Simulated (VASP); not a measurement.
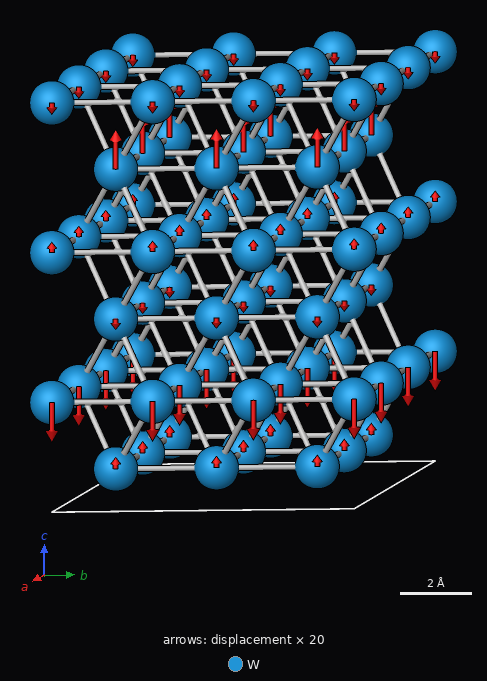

This is a relaxation of a slab of composition W. The starting structure is drawn; red arrows show the displacements, 20 times their true length.

The picture is a ball-and-stick view of the 3 × 3 repeat of the cell, outlined in the plane, without the vacuum, seen slightly off an axis.

The run lets the atoms move in a fixed cell.

Level of theory: Kohn-Sham DFT of a periodic cell, PBE, VASP PAW PBE potentials, recommended in VASP 6.6.1.

The input:
```
PREC = Accurate ; ENCUT = 520
EDIFF = 1E-6 ; ISMEAR = 1
SIGMA = 0.1 ; LREAL = False
LASPH = True ; NELM = 120
ALGO = Fast ; ISIF = 2
LWAVE = False ; LCHARG = False
LDIPOL = True ; IDIPOL = 3
DIPOL = 0.5 0.5 0.500 ; GGA = PE
IBRION = 2 ; NSW = 90
EDIFFG = -0.02 ; KPAR = 2
```

Run as
```bash
cat potpaw_PBE.64/W_sv/POTCAR > POTCAR
mpirun -np 2 vasp_std > vasp.out
```

### What did the optimiser do to the structure, and how much energy did it gain?

The largest moves relative to the layer's centre, 0.058 Å, are those of W atoms. The cell stays as it was. Some distances before and after: W–W 2.716 → 2.656 Å, W–W 3.180 → 3.129 Å, W–W 2.716 → 2.750 Å, W–W 3.180 → 3.209 Å. After 8 geometry steps the energy has fallen by 65.1 meV per cell of the calculation. The largest force component goes from 0.92 to 0.018 eV/Å.
